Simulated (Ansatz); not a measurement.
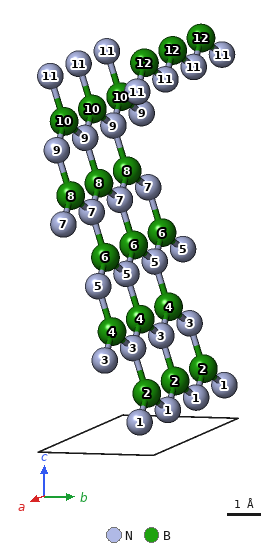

This is a (1 1 1) slab of BN as cut from the relaxed bulk. The picture is a ball-and-stick view of the 3 × 1 repeat of the cell, outlined in the plane, without the vacuum, seen slightly off an axis.

Level of theory: DFT PBE+D3(BJ), scalar-relativistic, plane waves, PAW (Ansatz). Set-up: plane-wave cutoff 420 eV; occupations gaussian; no spin polarisation. The k-mesh is chosen for each cell (12×12×12, 11×8×1). Smearing widths differ between the runs.

Now this is done to it. The atoms of the slab are relaxed at the bulk's in-plane cell.

Predict the response.

The surface energy (mean of the two faces) falls from 6.24 to 6.10 J/m². The top spacing, between the B and N planes, goes from 0.69 to 0.69 Å (−0.1 %), the bottom one (N to B) from 0.69 to 0.58 Å (−16.2 %). The cell doesn't change. The atom that moves furthest relative to the layer's centre is B12 (0.22 Å at 74° to the normal (+c side)). By element the largest moves are B 0.22 Å, N 0.14 Å. Among the bonded contacts that change: B–N 1.447 → 1.394 to 1.517 Å.

Drawn alike, the variant:

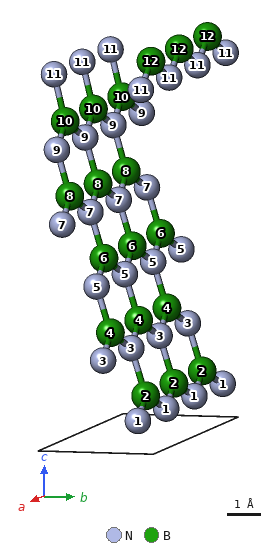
